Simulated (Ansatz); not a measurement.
# What a change does: single-point calculation on HfO2

System: HfO2 (P-42₁m, 6 atoms in the cell).
Method of run A: DFT PBE, scalar-relativistic, plane waves, PAW, PAW set soft_1, no spin polarisation (Ansatz 0.2.0).

The structure derives from a Materials Project entry. Text and figures count atoms from 1; the logs count them from 0 in places.

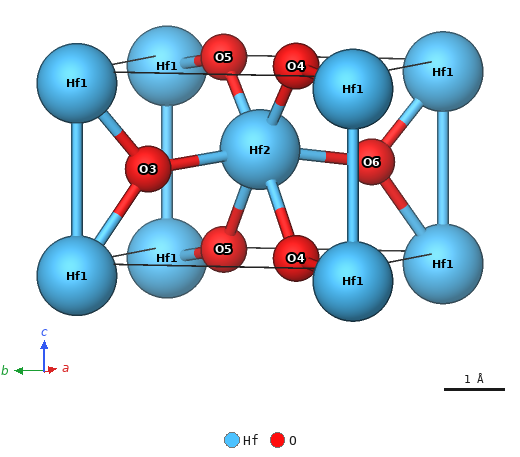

**Figure 1.** The structure (ball-and-stick view of the cell of the calculation, seen at an oblique angle; atoms are numbered from 1 in the order of the input). An atom can appear more than once, as a periodic image. Near neighbours in the periodic cell (some may lie outside the picture): Hf has 2 Hf at 3.21 Å and 6 O at 1.98 to 2.19 Å; O has 3 Hf at 1.98 to 2.19 Å.

**Input file, run A**
```yaml
crystal:
  lattice:
    - [4.8407009752, 0.0, 0.0]
    - [0.0, 4.8407009752, 0.0]
    - [0.0, 0.0, 3.2110151318]
  atoms:
    - { symbol: Hf, position: [0.0, 0.0, -0.0626951577] }
    - { symbol: Hf, position: [0.5, 0.5, 0.5626951577] }
    - { symbol: O, position: [0.1948161092, 0.8051838908, 0.4798800679] }
    - { symbol: O, position: [0.3051838908, 0.3051838908, 0.0201199321] }
    - { symbol: O, position: [0.6948161092, 0.6948161092, 0.0201199321] }
    - { symbol: O, position: [0.8051838908, 0.1948161092, 0.4798800679] }
basis:
  ecutwfc: 520.0
kpoints:
  mp_grid: { grid: [6, 6, 8] }
hamiltonian:
  xc: pbe
  pseudopotentials: { kind: paw, azcp: { folder: soft_1 } }
scf:
  occupations: { method: gaussian, width: 0.05 }
output:
  forces: true
  stress: true
  eigenvalues: true
  write_density: true
  write_potential: true
  elf: true
  volumetric_format: npy
```

Command:
```bash
ansatz run input.yaml --threads 2 --pin off --max-ram 4096MiB --backend cpu --events-out ev --progress --plain --runs-dir out
```

Hardware: 2 threads of Arm Neoverse N1, 98 GiB of memory available, shared host.

**Output, shortened to warnings, some set-up lines, iterations and results (run A)**
```
Basis set: ecut = 520 eV, 1959 PW (Γ), exchange–correlation on 80×80×48 points (8 copies of the dense FFT grid, shifted against one another)
Symmetry: 8 space group operations
k-points: 50 of 288 (time reversal used)
Initial density: superposition of atomic densities (chi_scale 0.1, normalization cell, long waves kept (reshape's long-wave potential 0.00 eV rms))
[...]
SCF iter   1: F=—  HF=-33726.096631 eV  |F-HF|=—  |Δ(HF+E_count)|=         —  Δρ=8.54e-2  dr2=4.69e0  ethr=3.10e-3  ⟨swp⟩=5.6  Hψ=7407  notcnv=0
SCF iter   2: F=—  HF=-33725.007473 eV  |F-HF|=—  |Δ(HF+E_count)|=    1.09e0  Δρ=4.17e-2  dr2=1.25e0  ethr=3.10e-3  ⟨swp⟩=2.3  Hψ=4842  notcnv=0  defer=93
SCF iter   3: F=—  HF=-33724.744124 eV  |F-HF|=—  |Δ(HF+E_count)|=   2.63e-1  Δρ=2.28e-2  dr2=3.44e-1  ethr=1.65e-3  ⟨swp⟩=2.0  Hψ=4002  notcnv=0  defer=93
SCF iter   4: F=—  HF=-33724.596090 eV  |F-HF|=—  |Δ(HF+E_count)|=   1.48e-1  Δρ=7.95e-3  dr2=3.20e-2  ethr=4.53e-4  ⟨swp⟩=2.9  Hψ=4657  notcnv=0  defer=88
SCF iter   5: F=—  HF=-33724.621905 eV  |F-HF|=—  |Δ(HF+E_count)|=   2.58e-2  Δρ=4.34e-3  dr2=1.18e-2  ethr=4.21e-5  ⟨swp⟩=2.0  Hψ=4148  notcnv=0  defer=87
SCF iter   6: F=—  HF=-33724.618108 eV  |F-HF|=—  |Δ(HF+E_count)|=   3.80e-3  Δρ=8.97e-4  dr2=4.56e-4  ethr=1.56e-5  ⟨swp⟩=2.0  Hψ=4186  notcnv=0  defer=86
SCF iter   7: F=—  HF=-33724.619254 eV  |F-HF|=—  |Δ(HF+E_count)|=   1.15e-3  Δρ=5.38e-4  dr2=1.70e-4  ethr=5.99e-7  ⟨swp⟩=2.0  Hψ=4154  notcnv=0  defer=86
SCF iter   8: F=—  HF=-33724.619359 eV  |F-HF|=—  |Δ(HF+E_count)|=   1.05e-4  Δρ=7.57e-5  dr2=4.20e-6  ethr=2.23e-7  ⟨swp⟩=2.0  Hψ=4114  notcnv=0  defer=86
SCF iter   9: F=—  HF=-33724.619505 eV  |F-HF|=—  |Δ(HF+E_count)|=   1.46e-4  Δρ=1.89e-5  dr2=2.70e-7  ethr=5.53e-9  ⟨swp⟩=2.0  Hψ=4139  notcnv=0  defer=86
SCF iter  10: F=-33724.619505 eV  HF=-33724.619505 eV  |F-HF|=9.06e-9  |Δ(HF+E_count)|=   2.99e-7  Δρ=3.54e-6  dr2=7.55e-9  ethr=1.32e-10  ⟨swp⟩=15.0  Hψ=17959  notcnv=0
SCF 1 converged in 10 iterations: F = -33724.619505 eV  dr2 = 7.55e-9
SCF converged after 10 iterations
Free energy (F): -33724.619505 eV
Harris-Foulkes:  -33724.619505 eV  (|F-HF|=9.06e-9)
Internal energy: -33724.619505 eV  (E = F + TS)
E sigma→0 (E₀):  -33724.619505 eV
Fermi energy:    13.442770 eV
--- Per-component energies (eV) ---
  E_band       = -201.560324
  E_kinetic    = 1486.382320
  E_local      = -15537.395399  (includes V_loc(G=0)·N_el)
  E_nonlocal   = 340.204816
  E_hartree    = 7345.128172
  E_xc         = -819.168278
  E_vxc        = -874.610193  (∫ρ·V_xc dr)
  E_paw        = -16054.110316  (= ΣΔE_a)
  E_vpaw       = -306.400150  (= ΣTr[D̂ρ^β])
  E_aug_tail   = 0.001023  (compensation charges beyond the density's cutoff)
  E_ewald      = -10485.661843
  E_smearing   = -0.000000  (= −TS)
  E_closure    = 0.000000  (closes the sum)
  Σ components = -33724.619505   (vs F -33724.619505, Δ=0.00e0)
--- Forces (eV/Å), atoms counted from 1 ---
  atom   1  Hf    -0.00000000     0.00000000     1.50436258
  atom   2  Hf    -0.00000000    -0.00000000    -1.50436258
  atom   3  O      0.39993898    -0.39993898    -0.15712459
  atom   4  O     -0.39993898    -0.39993898     0.15712459
  atom   5  O      0.39993898     0.39993898     0.15712459
  atom   6  O     -0.39993898     0.39993898    -0.15712459
  max |Σ_I F_I| component: 5.55e-17 eV/Å
--- Stress (GPa, compression-positive) ---
        6.029589       0.000000       0.000000
        0.000000       6.029589      -0.000000
        0.000000      -0.000000       9.664438
  P = ⅓ Tr σ = 7.2412 GPa (72.412 kbar)
```

For run B the input was changed thus:
```diff
-  mp_grid: { grid: [6, 6, 8] }
+  mp_grid: { grid: [4, 4, 5] }
-  write_density: true
-  write_potential: true
-  elf: true
-  volumetric_format: npy
```

Predict how the results change.

The free energy of run B is 0.17 meV per atom higher, which measures how much it depends on this numerical setting. The number of SCF iterations is the same. The irreducible k-points go from 50 to 18. On the same kind of shared host run B took about 0.29 times as long.

**Output, shortened to warnings, some set-up lines, iterations and results (run B)**
```
Basis set: ecut = 520 eV, 1959 PW (Γ), exchange–correlation on 80×80×48 points (8 copies of the dense FFT grid, shifted against one another)
Symmetry: 8 space group operations
k-points: 18 of 80 (time reversal used)
Initial density: superposition of atomic densities (chi_scale 0.1, normalization cell, long waves kept (reshape's long-wave potential 0.00 eV rms))
[...]
SCF iter   1: F=—  HF=-33726.095739 eV  |F-HF|=—  |Δ(HF+E_count)|=         —  Δρ=8.54e-2  dr2=4.69e0  ethr=3.10e-3  ⟨swp⟩=5.3  Hψ=2663  notcnv=0
SCF iter   2: F=—  HF=-33725.006315 eV  |F-HF|=—  |Δ(HF+E_count)|=    1.09e0  Δρ=4.17e-2  dr2=1.25e0  ethr=3.10e-3  ⟨swp⟩=2.3  Hψ=1742  notcnv=0  defer=35
SCF iter   3: F=—  HF=-33724.743174 eV  |F-HF|=—  |Δ(HF+E_count)|=   2.63e-1  Δρ=2.28e-2  dr2=3.44e-1  ethr=1.65e-3  ⟨swp⟩=2.0  Hψ=1438  notcnv=0  defer=35
SCF iter   4: F=—  HF=-33724.595052 eV  |F-HF|=—  |Δ(HF+E_count)|=   1.48e-1  Δρ=7.96e-3  dr2=3.20e-2  ethr=4.52e-4  ⟨swp⟩=2.9  Hψ=1698  notcnv=0  defer=33
SCF iter   5: F=—  HF=-33724.620911 eV  |F-HF|=—  |Δ(HF+E_count)|=   2.59e-2  Δρ=4.35e-3  dr2=1.18e-2  ethr=4.21e-5  ⟨swp⟩=2.0  Hψ=1465  notcnv=0  defer=33
SCF iter   6: F=—  HF=-33724.617070 eV  |F-HF|=—  |Δ(HF+E_count)|=   3.84e-3  Δρ=9.07e-4  dr2=4.62e-4  ethr=1.56e-5  ⟨swp⟩=2.0  Hψ=1486  notcnv=0  defer=15
SCF iter   7: F=—  HF=-33724.618223 eV  |F-HF|=—  |Δ(HF+E_count)|=   1.15e-3  Δρ=5.39e-4  dr2=1.70e-4  ethr=6.08e-7  ⟨swp⟩=2.0  Hψ=1476  notcnv=0  defer=15
SCF iter   8: F=—  HF=-33724.618336 eV  |F-HF|=—  |Δ(HF+E_count)|=   1.13e-4  Δρ=7.58e-5  dr2=4.21e-6  ethr=2.24e-7  ⟨swp⟩=2.0  Hψ=1476  notcnv=0  defer=15
SCF iter   9: F=—  HF=-33724.618494 eV  |F-HF|=—  |Δ(HF+E_count)|=   1.58e-4  Δρ=1.90e-5  dr2=2.74e-7  ethr=5.54e-9  ⟨swp⟩=2.1  Hψ=1481  notcnv=0  defer=15
SCF iter  10: F=-33724.618494 eV  HF=-33724.618494 eV  |F-HF|=9.19e-9  |Δ(HF+E_count)|=   3.03e-7  Δρ=3.57e-6  dr2=7.60e-9  ethr=1.32e-10  ⟨swp⟩=10.3  Hψ=4004  notcnv=0
SCF 1 converged in 10 iterations: F = -33724.618494 eV  dr2 = 7.60e-9
SCF converged after 10 iterations
Free energy (F): -33724.618494 eV
Harris-Foulkes:  -33724.618494 eV  (|F-HF|=9.19e-9)
Internal energy: -33724.618494 eV  (E = F + TS)
E sigma→0 (E₀):  -33724.618494 eV
Fermi energy:    13.442984 eV
--- Per-component energies (eV) ---
  E_band       = -201.549435
  E_kinetic    = 1486.383539
  E_local      = -15537.407384  (includes V_loc(G=0)·N_el)
  E_nonlocal   = 340.208714
  E_hartree    = 7345.137342
  E_xc         = -819.166954
  E_vxc        = -874.608591  (∫ρ·V_xc dr)
  E_paw        = -16054.112929  (= ΣΔE_a)
  E_vpaw       = -306.402220  (= ΣTr[D̂ρ^β])
  E_aug_tail   = 0.001023  (compensation charges beyond the density's cutoff)
  E_ewald      = -10485.661843
  E_smearing   = -0.000000  (= −TS)
  E_closure    = 0.000000  (closes the sum)
  Σ components = -33724.618494   (vs F -33724.618494, Δ=0.00e0)
--- Forces (eV/Å), atoms counted from 1 ---
  atom   1  Hf    -0.00000000     0.00000000     1.50242657
  atom   2  Hf    -0.00000000    -0.00000000    -1.50242657
  atom   3  O      0.39967672    -0.39967672    -0.15585657
  atom   4  O     -0.39967672    -0.39967672     0.15585657
  atom   5  O      0.39967672     0.39967672     0.15585657
  atom   6  O     -0.39967672     0.39967672    -0.15585657
  max |Σ_I F_I| component: 1.67e-16 eV/Å
--- Stress (GPa, compression-positive) ---
        6.021832       0.000000       0.000000
        0.000000       6.021832      -0.000000
        0.000000      -0.000000       9.689889
  P = ⅓ Tr σ = 7.2445 GPa (72.445 kbar)
```

**The two runs side by side**

| quantity | run A | run B |
| --- | --- | --- |
| outcome | converged | converged |
| free energy per atom (eV) | −5620.7699 | −5620.7697 |
| gap on the mesh (eV) | 4.24 | 4.24 |
| pressure (GPa) | 7.24 | 7.24 |
| largest force (eV/Å) | 1.504 | 1.502 |
| SCF iterations | 10 | 10 |
| irreducible k-points | 50 | 18 |
| plane waves at Γ | 1959 | 1959 |
| wall time (shared host) | 32 s | 9.4 s |

For both runs: Spin–orbit coupling is left out, which matters for Hf. For run A: The cell is under a pressure of 7.2 GPa at this level, so it is not at its equilibrium volume. For run B: These settings are looser than, or depart from, a standard set-up, so the numbers are not reference values for this system. So coarse a mesh can miss the band edges, so the true gap of this method can be much smaller, or zero.
